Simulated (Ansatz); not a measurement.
TiSe$_{2}$: several calculations on one system

### Relaxation

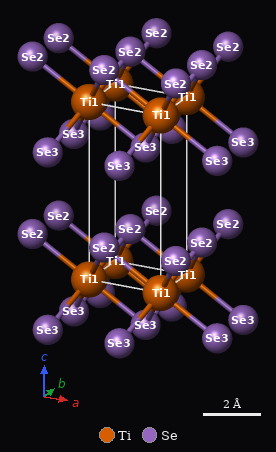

Crystalline TiSe$_{2}$ (set up in P-3m1), before the relaxation. Style: ball-and-stick. Shown: the cell of the calculation, slightly off an axis.

Computed with DFT LDA, scalar-relativistic, plane waves, PAW in Ansatz.

The input:
```yaml
crystal:
  lattice:
    - [3.55656693, 0.0, 0.0]
    - [-1.77828347, 3.08007731, 0.0]
    - [0.0, 0.0, 6.34762586]
  atoms:
    - { symbol: Ti, position: [0.0, 0.0, 0.0] }
    - { symbol: Se, position: [0.33333333, 0.66666667, 0.23992784] }
    - { symbol: Se, position: [0.66666667, 0.33333333, 0.76007216] }
basis:
  ecutwfc: 420
kpoints:
  mp_grid: { grid: [12, 12, 8] }
hamiltonian:
  xc: lda
scf:
  occupations: { method: gaussian, width: 0.1 }
output:
  forces: true
  stress: true
  eigenvalues: true
relax:
  adjacent_minimum: "off"
  f_tol: 0.005
  max_steps: 80
  cell: { stress_tol: 0.05 }
```

Run as
```bash
ansatz run input.yaml --threads 4 --pin off --max-ram 8192MiB --backend cpu --events-out ev --progress --plain --runs-dir out
```

What does the optimiser find from here?

Answer. Over 5 accepted moves (6 points after the start) the energy falls by 47.9 meV per atom. Largest force component: 0.25 eV/Å at the start, 0.00058 eV/Å at the end. Pressure: −5.02 GPa at the start and 0.01 GPa at the end. At 1 point the geometry stayed and the basis and grid were re-selected for the new cell (energy shift of 0.6 meV per atom at most each time). The largest moves relative to the cell, 0.15 Å, are those of Se2 and Se3. Se3 goes along −c. Ti stays in place. The volume changes by −14.6 %, with a = b 3.557 → 3.438 Å (−3.3 %), c 6.348 → 5.806 Å (−8.5 %). Some distances before and after: Ti1–Se2 2.557 → 2.511 Å. The space group stays P-3m1 (No. 164). The run took 24 s on 4 threads of Arm Neoverse V1, with other jobs on the host, peak memory 0.53 GiB.

After the run, drawn alike:

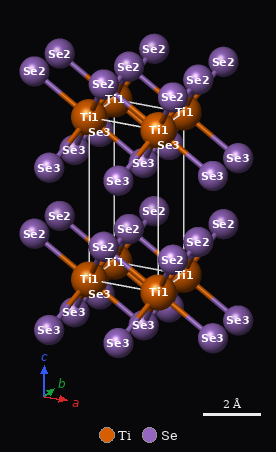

### Relaxation

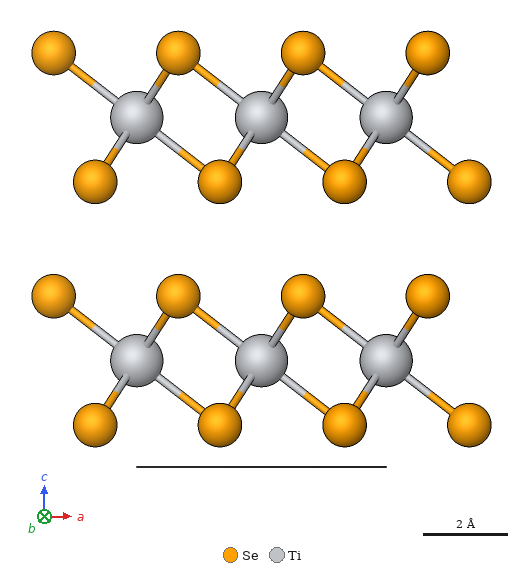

This is the input geometry for a relaxation of a slab of composition TiSe2 (cut from the P-3m1 phase). A ball-and-stick model of the 2 × 2 repeat of the cell, outlined in the plane, without the vacuum, seen along the b axis.

Case: (0 0 1) slab, atoms relaxed. The slab is the (0 0 1) face of TiSe2.

The calculation used DFT LDA, scalar-relativistic, plane waves, PAW in Ansatz 0.2.0.

Input file:
```yaml
crystal:
  lattice:
    - [3.4376632419, 0.0, 0.0]
    - [-1.718831621, 2.9771036972, 0.0]
    - [0.0, 0.0, 23.8826835493]
  atoms:
    - { symbol: Se, position: [0.6666666667, 0.3333333333, 0.3140350616] }
    - { symbol: Ti, position: [0.0, 0.0, 0.3784544078] }
    - { symbol: Se, position: [0.3333333333, 0.6666666667, 0.442873754] }
    - { symbol: Se, position: [0.6666666667, 0.3333333333, 0.557126246] }
    - { symbol: Ti, position: [0.0, 0.0, 0.6215455922] }
    - { symbol: Se, position: [0.3333333333, 0.6666666667, 0.6859649384] }
basis:
  ecutwfc: 420
kpoints:
  mp_grid: { grid: [12, 12, 1] }
hamiltonian:
  xc: lda
scf:
  occupations: { method: gaussian, width: 0.1 }
output:
  forces: true
  eigenvalues: true
relax:
  adjacent_minimum: "off"
  f_tol: 0.02
  max_steps: 60
efield:
  axis: 3
  dipole_correction: true
  ramp_width: 0.04
```

Run as
```bash
ansatz run input.yaml --threads 4 --pin off --max-ram 8192MiB --backend cpu --events-out ev --progress --plain --runs-dir out
```

What does the optimiser find from here?

Answer. The energy falls by 1.0 meV per cell of the calculation in 1 accepted move (2 points after the start). Largest force component: 0.074 eV/Å at the start, 0.014 eV/Å at the end. The line search rejected the trial step at point 1 of the run. The largest moves relative to the layer's centre, 0.026 Å, are those of Se1 and Se6. Se6 goes along the normal (+c). By element the largest moves are Se 0.026 Å, Ti 0.017 Å. The cell doesn't change. Some distances before and after: Se1–Ti2 2.511 → 2.517 Å.

### A change

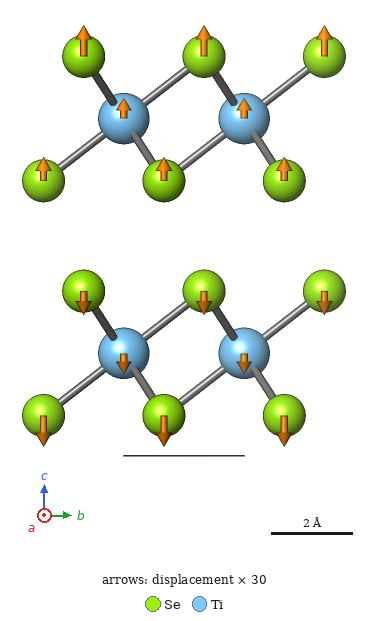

A (0 0 1) slab of TiSe2 as cut from the relaxed bulk. The orange arrows show how the atoms are displaced, magnified 30 times. The picture is a ball-and-stick view of the 2 × 1 repeat of the cell, outlined in the plane, without the vacuum, seen along the a axis.

Computed with DFT LDA, scalar-relativistic, plane waves, PAW (Ansatz 0.2.0). Set-up: plane-wave cutoff 420 eV; occupations gaussian; smearing width 0.1 eV; no spin polarisation. The k-mesh is chosen for each cell (12×12×6, 12×12×1).

Q: What was done to the structure, and with what result?

A: The atoms of the slab are relaxed at the bulk's in-plane cell. The surface energy (mean of the two faces) falls from 0.17 to 0.17 J/m². The top spacing, between the Se and Ti planes, goes from 1.54 to 1.55 Å (+0.6 %), the bottom one (Se to Ti) from 1.54 to 1.55 Å (+0.6 %). The work function of the top face goes from 5.57 to 5.58 eV. The lattice vectors keep their values. The largest moves relative to the layer's centre, 0.026 Å, are those of Se atoms. By element the largest moves are Se 0.026 Å, Ti 0.017 Å. Some distances before and after: Se–Ti 2.511 → 2.509 to 2.517 Å.
